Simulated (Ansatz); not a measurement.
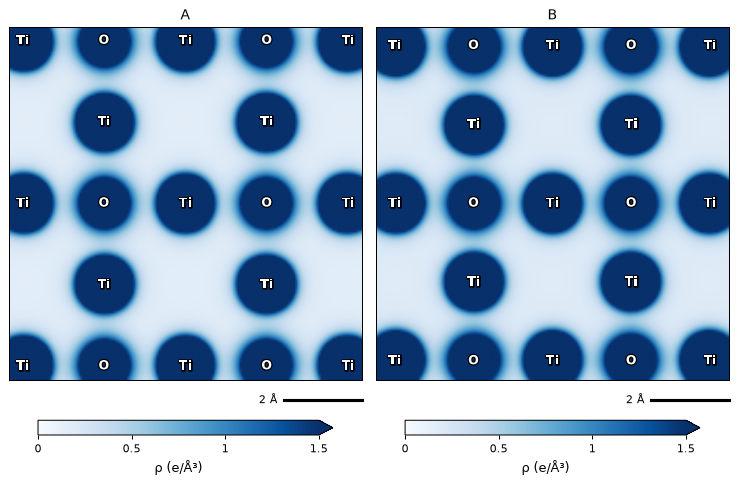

TiO. The valence pseudo-density of two cells that differ in size, on the (010) plane of each (indices in the axes of the calculation cell), at one length scale and on one colour scale; one has 10.9 and the other 12.0 Å³ an atom.

All numbers below come from DFT PBEsol, scalar-relativistic, plane waves, PAW (Ansatz).

The density is the valence pseudo-density of a PAW calculation; it isn't the true density close to the nuclei.

The larger cell:

```
Ti O
1.0
     4.16371    0.00000    0.00000
     0.00000    4.16371    0.00000
     0.00000    0.00000    4.16371
Ti O
3 3
Direct
  0.50000 0.50000 0.00000
  0.00000 0.50000 0.50000
  0.50000 0.00000 0.50000
  0.00000 0.50000 0.00000
  0.50000 0.00000 0.00000
  0.00000 0.00000 0.50000
```

The smaller cell: a = 4.034 Å, b = 4.034 Å, c = 4.034 Å, α = 90.00°, β = 90.00°, γ = 90.00°.

### Which is the denser cell? Describe the effect of the change.

Panel B is the smaller cell, by 9 % in volume. From the larger cell to the smaller, Ti–O goes from 2.08 to 2.02 Å, and the density at its midpoint from 0.49 to 0.57 e/Å³; the pressure goes from −18 to 0.0 GPa.
